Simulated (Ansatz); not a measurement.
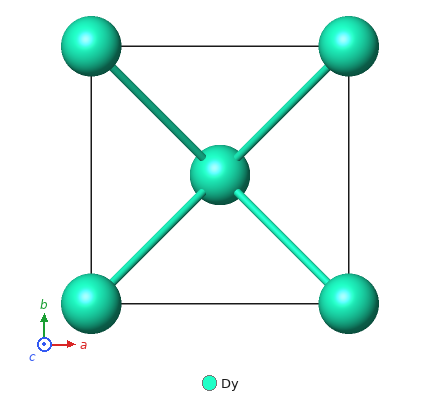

The structure, seen along [001]; the drawing may span several cells.

Structure (in its standard cell), the input geometry of an electronic-structure calculation (not necessarily at equilibrium); the starting structure was generated, so it need not be a known form of this composition:

```
CELL_PARAMETERS angstrom
3.97967 0.00000 0.00000
0.00000 3.97967 0.00000
0.00000 0.00000 3.97967
ATOMIC_POSITIONS crystal
Dy 0.00000 0.00000 0.00000
Dy 0.50000 0.50000 0.50000
```

> Predict the [001] zone-axis pattern (200 kV, kinematic, B = 0.3 Å²).

The spots form a square net with both shortest vectors at d = 2.81 Å, 90.0° apart. They are 1 -1 0 and 1 1 0. The pattern has symmetry 4mm. The lattice centring (I) removes all reflections that break h + k + l = 2n.

Strongest reflections with d > 0.86 Å, one of each family (|F|² from tabulated Gaussian fits of the electron scattering factors, times a small damping for the curvature of the Ewald sphere):

```
  hkl  d (Å)  I (strongest = 100)
1 1 0  2.814                  100
2 0 0  1.990                   58
2 2 0  1.407                   30
3 1 0  1.258                   23
4 0 0  0.995                   13
3 3 0  0.938                   11
```

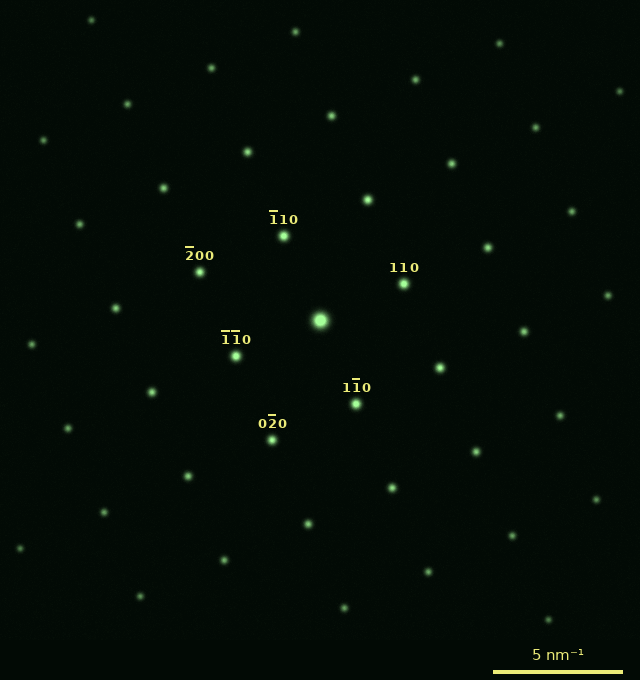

Calculated pattern, seen from the source side with [001] pointing towards the source.
